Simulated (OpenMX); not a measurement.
# Ru: 7 runs along one coordinate

System: Ru (P6₃/mmc, 2 atoms in the cell).
Method: Kohn-Sham DFT of a periodic cell, PBE, OpenMX 2013 PBE set, no spin polarisation (OpenMX 3.8.5).

The 7 runs differ only in the geometry, by an even scaling of the cell at fixed fractional positions. The structure derives from an entry of the Crystallography Open Database.

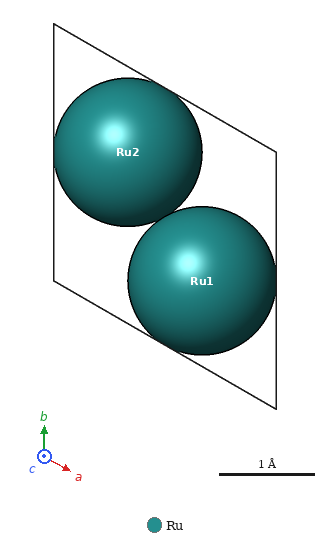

Figure 1. The structure of run 4 (spheres-only view of the cell of the calculation, along the c axis; atoms are numbered from 1 in the order of the input). An atom can appear more than once, as a periodic image.

### Input of run 4
```
System.CurrrentDirectory             ./
System.Name                          Ru
DATA.PATH                            ./DFT_DATA13
level.of.stdout                      1
level.of.fileout                     0
Species.Number                       1
<Definition.of.Atomic.Species
  Ru  Ru7.0-s3p2d2           Ru_PBE13
Definition.of.Atomic.Species>

Atoms.Number                         2
Atoms.SpeciesAndCoordinates.Unit     FRAC
<Atoms.SpeciesAndCoordinates
    1  Ru    0.6666666667    0.3333333333    0.7500000000   7.000  7.000
    2  Ru    0.3333333333    0.6666666667    0.2500000000   7.000  7.000
Atoms.SpeciesAndCoordinates>

Atoms.UnitVectors.Unit               Ang
<Atoms.UnitVectors
     2.7058000000    0.0000000000    0.0000000000
    -1.3529000000    2.3432915376    0.0000000000
     0.0000000000    0.0000000000    4.2819000000
Atoms.UnitVectors>

scf.XcType                           GGA-PBE
scf.SpinPolarization                 off
scf.ElectronicTemperature            580.226
scf.energycutoff                     400.0
scf.maxIter                          100
scf.EigenvalueSolver                 band
scf.Kgrid                            11 11 7
scf.Mixing.Type                      rmm-diisk
scf.Init.Mixing.Weight               0.05
scf.Min.Mixing.Weight                0.001
scf.Max.Mixing.Weight                0.3
scf.Mixing.History                   25
scf.Mixing.StartPulay                8
scf.criterion                        1.0e-8
scf.stress.tensor                    on
MD.Type                              nomd
```

Command:
```bash
openmx Ru.dat -nt 1 > Ru.std
```

Lattice vectors (Å) and fractional positions of run 4:
```
   2.705800    0.000000    0.000000
  -1.352900    2.343292    0.000000
   0.000000    0.000000    4.281900
Ru  0.666667  0.333333  0.750000
Ru  0.333333  0.666667  0.250000
```

Run 5 has the same physical settings and fractional positions; its lattice vectors (Å) are:
```
   2.723720    0.000000    0.000000
  -1.361860    2.358810    0.000000
   0.000000    0.000000    4.310258
```

### Results, with one run withheld

| run | volume per atom (Å³) | free energy per atom, from the lowest run given (meV) |
| --- | --- | --- |
| 1 | 12.760 | 147.01 |
| 2 | 13.032 | 88.35 |
| 3 | 13.303 | 46.04 |
| 4 | 13.575 | 18.33 |
| 5 | 13.846 | ? |
| 6 | 14.118 | 0.00 |
| 7 | 14.389 | 6.81 |

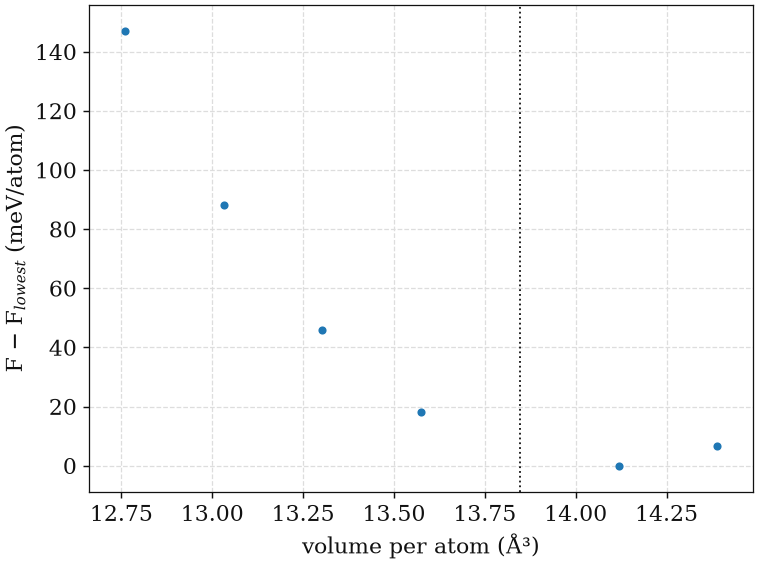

Figure 2. Free energy per atom of the runs given; the dotted line marks run 5.

Estimate the energy of run 5 from the others.

A cubic polynomial in V^(−2/3) (the Birch–Murnaghan form), fitted to the 6 runs given, misses them by at most 0.07 meV per atom. With x = V^(−2/3) − 0.17630 Å⁻², it reads F = 23.79 + 10263 x + 1.1149e+06 x² + 3.2939e+06 x³ (meV per atom). At run 5 it gives 3.43 meV per atom, and the run itself gives 3.45. The fit has its minimum at 14.068 Å³ per atom, where V d²F/dV² gives 319 GPa. Cell shape and fractional positions are held, so this is the stiffness under even scaling; the relaxed bulk modulus wasn't computed.

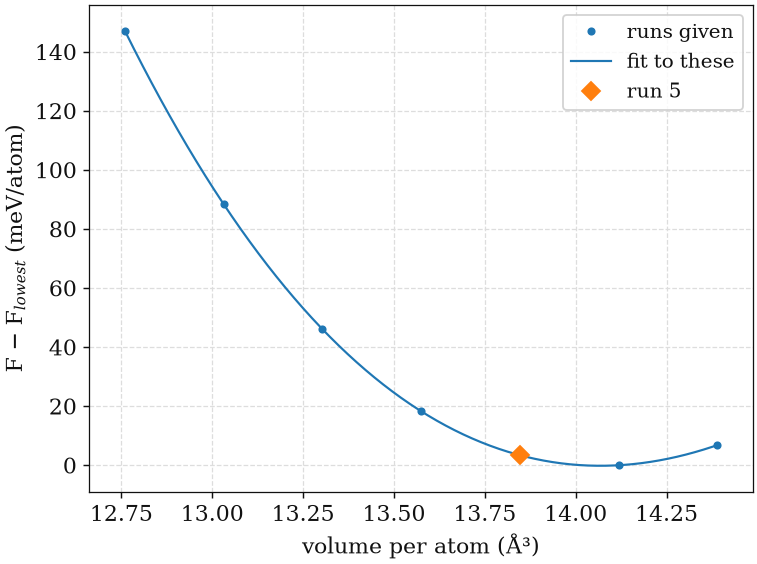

Figure 3. The fit and the withheld run.

### Some lines of the output (run 5)
```
[...]
  Cell_Volume =    186.876725718061 (Bohr^3)
        Total energy (Hartree) at MD = 1
   kloop=0
   kloop=1
   kloop=423
```

Notes: With a small basis of atomic orbitals these values can differ much from converged plane-wave results.
